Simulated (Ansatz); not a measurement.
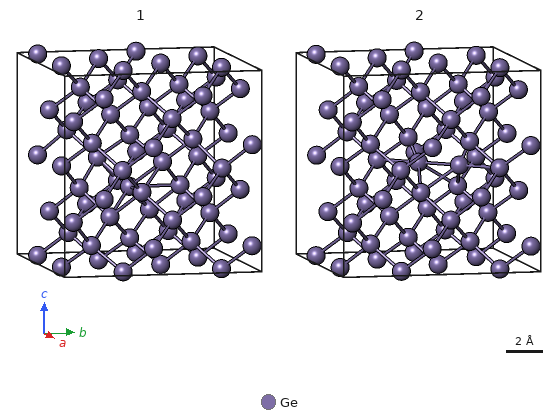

Two geometries of a defect cell of composition Ge65 (cell charge +2), drawn at one scale. One is the start of a relaxation, the other its converged end. A ball-and-stick model of the cell of the calculation (origin shifted), seen slightly off an axis.

Computed with DFT, PBEsol, PAW, plane waves (Ansatz). Set-up: plane-wave cutoff 420 eV; k-point mesh 1 × 1 × 1; mesh shifted by (0.25, 0.25, 0.25); no spin polarisation; atoms relaxed in a fixed cell; force threshold 0.03 eV/Å; at most 80 steps.

Q: Which of the two is the end point?

A: Structure 1 is the relaxed one. Over 11 accepted moves (12 points after the start) the energy falls by 26.214 eV per cell of the calculation. The largest force component goes from 48 to 0.011 eV/Å. The line search rejected the trial step at point 11 of the run. The atom that moves furthest is a Ge atom (1.55 Å along [−1 −1 −3]). The cell doesn't change. Near-neighbour distances that change, for instance: Ge–Ge 1.518 → 2.905 Å, Ge–Ge 2.658 → 3.904 Å, Ge–Ge 3.593 → 2.553 Å, Ge–Ge 3.562 → 2.600 Å. New bonds form, among them: Ge–Ge (3.59 → 2.55 Å). Bonds break, among them: Ge–Ge (1.52 → 2.91 Å). Among the angles between lasting bonds that change: Ge–Ge–Ge 179.8° → 109.2°, Ge–Ge–Ge 116.7° → 179.9°, Ge–Ge–Ge 143.8° → 179.7°. The run took 10 s on 1 × NVIDIA GB200 with 8 threads of Arm Neoverse-V2, peak memory 2 GiB.

Limits of the set-up: the cell is charged, on a uniform background, and energies carry no finite-size correction.
